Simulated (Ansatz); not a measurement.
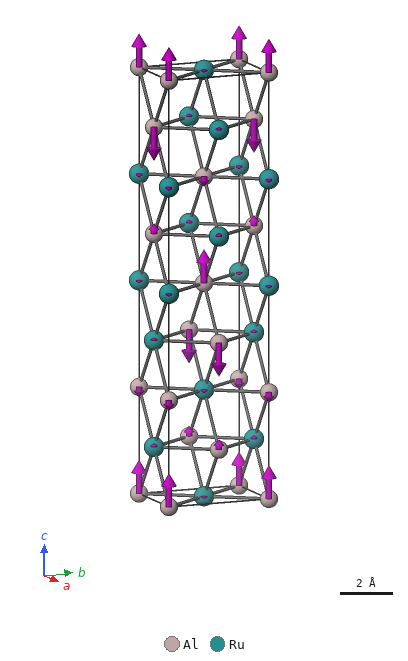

A relaxation of an interface cell of composition AlRu. The starting structure is drawn; purple arrows show the displacements (the part carried along by the change of the cell is left out), magnified 10 times.

The picture is a ball-and-stick view of the cell of the calculation, seen slightly off an axis.

Case: antiphase boundary on (1 1 0), species swapped.

These are results of Ansatz 0.2.0, DFT PBEsol, scalar-relativistic, plane waves, PAW, not measurements. Set-up: plane-wave cutoff 420 eV; k-point mesh 12 × 8 × 2; occupations gaussian; smearing width 0.1 eV; no spin polarisation; cell relaxed at fixed a, b, alpha, beta, gamma; force threshold 0.02 eV/Å; at most 45 steps.

Q: Atoms of which element are displaced furthest, and by how much?

A: Aluminium: up to 0.13 Å, against 0.01 Å for ruthenium.

Q: What happened in the run?

A: The largest moves relative to the cell, 0.13 Å, are those of Al atoms. Largest moves by element: Al 0.13 Å, Ru 0.01 Å. The volume changes by +2.3 %, with a unchanged at 2.976 Å, b unchanged at 4.209 Å, c 16.837 → 17.221 Å (+2.3 %). Near-neighbour distances that change, for instance: Al–Al 2.578 → 2.841 Å, Al–Ru 2.578 → 2.661 Å, Al–Ru 2.578 → 2.520 Å, Ru–Ru 2.578 → 2.598 Å. After 4 accepted moves (5 points after the start) the energy has fallen by 0.518 eV per cell of the calculation. The largest force component goes from 1.6 to 0.0042 eV/Å. Pressure: 1.92 GPa at the start and −2.06 GPa at the end. At 1 point the geometry stayed and the basis and grid were re-selected for the new cell (energy shift of 1.9 meV per cell of the calculation at most each time).
